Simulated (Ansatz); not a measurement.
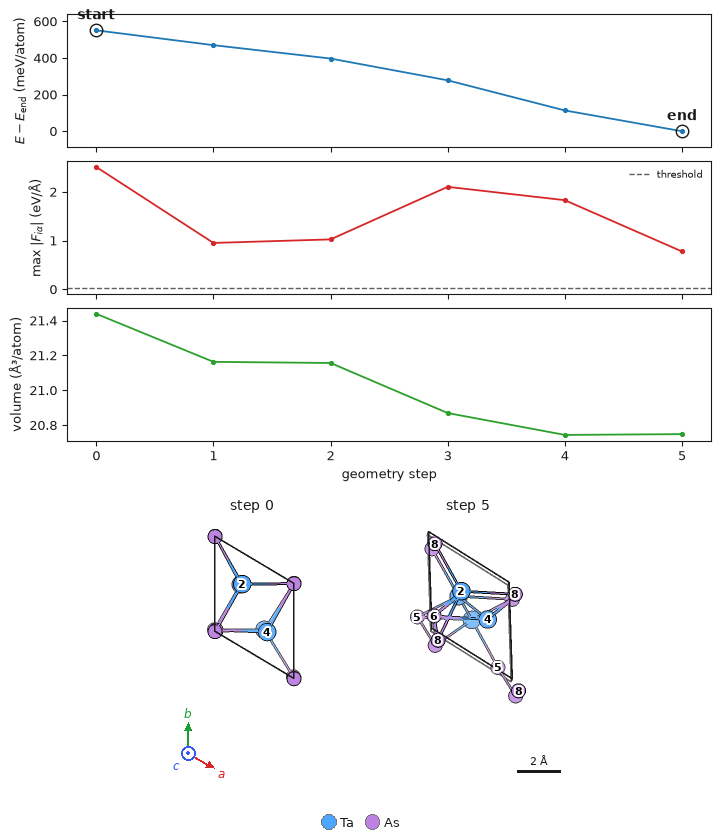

First and last geometry of a relaxation of solid TaAs (a generated structure, set up in P1) (coarse preliminary run), with the history of the run. The picture is a ball-and-stick view of the cell of the calculation, seen along the c axis.

The calculation used DFT PBE, scalar-relativistic, plane waves, PAW in Ansatz. Set-up: plane-wave cutoff 420 eV; k-point mesh 6 × 6 × 2; occupations gaussian; smearing width 0.2 eV; no spin polarisation; cell and atoms relaxed; force threshold 0.025 eV/Å; at most 60 steps.

Q: Read the history and describe the run.

A: The run was cut off at its time limit before the relaxation converged, so the last structure is only a point on the way. The largest move relative to the cell is that of an As atom, 0.85 Å along [−3 1 0]. Largest moves by element: As 0.85 Å, Ta 0.66 Å. Cell: a 4.292 → 4.435 Å (+3.4 %), b 4.436 → 4.512 Å (+1.7 %), c 10.491 → 10.019 Å (−4.5 %), α 89.2° → 87.7°, β 90.8° → 91.0°, γ 120.8° → 124.1°. Volume −3.2 %. Among the contacts that change: As–Ta 3.688 → 2.789 Å, Ta–Ta 3.536 → 2.734 Å, Ta–Ta 3.710 → 2.961 Å, As–Ta 3.596 → 2.860 Å. New bonds form, among them: As–Ta (3.60 → 2.86 Å), As–Ta (3.69 → 2.79 Å), Ta–Ta (3.54 → 2.73 Å), Ta–Ta (3.54 → 2.84 Å). Bond angles that change, for instance: As–As–As 176.4° → 115.7°, As–As–As 177.3° → 120.7°, As–As–As 176.6° → 126.0°. The space group stays P1 (No. 1). Over 5 geometry steps the energy falls by 551 meV per atom. Largest force component: 2.5 eV/Å at the start, 0.78 eV/Å at the end. Pressure: 0.97 GPa at the start and 1.22 GPa at the end.
